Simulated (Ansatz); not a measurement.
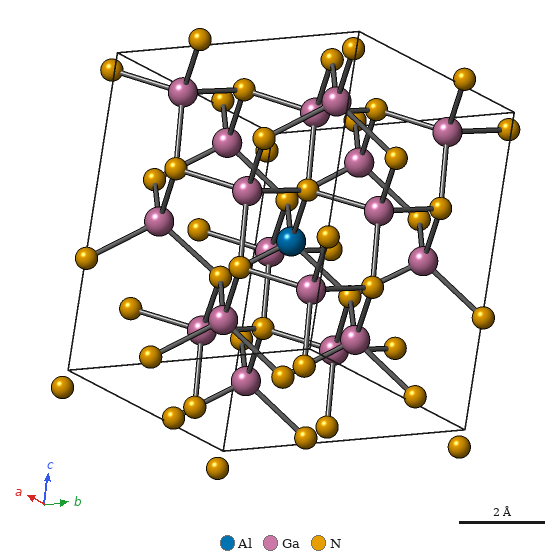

Shown here is a ball-and-stick view of the crystal, taken from a general direction. The parallelepiped is the supercell. The host is GaN, in a cell of 36 sites, and the cell is neutral.

**How does this supercell depart from the perfect host?**

Aluminium on a gallium site (a substitutional impurity). It is bonded to four N in a tetrahedral arrangement at about 1.9 Å.

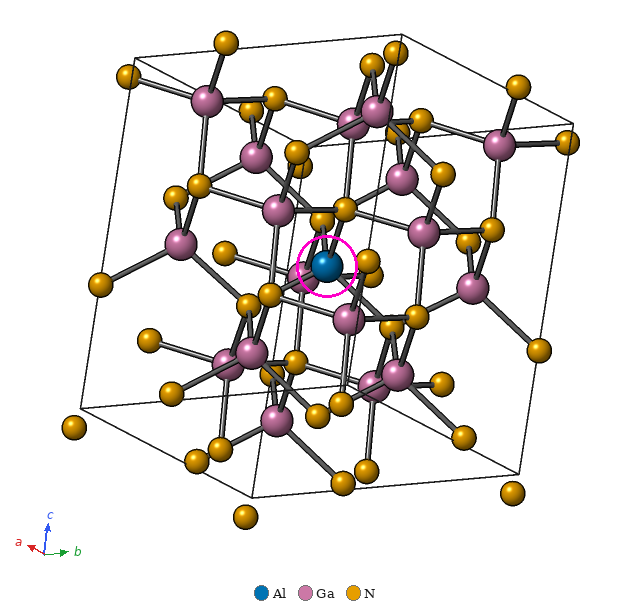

The same cell with a ring at the defect's site.

The atoms were relaxed in the host's cell with Ansatz 0.2.0, DFT PBEsol, scalar-relativistic, plane waves, PAW.
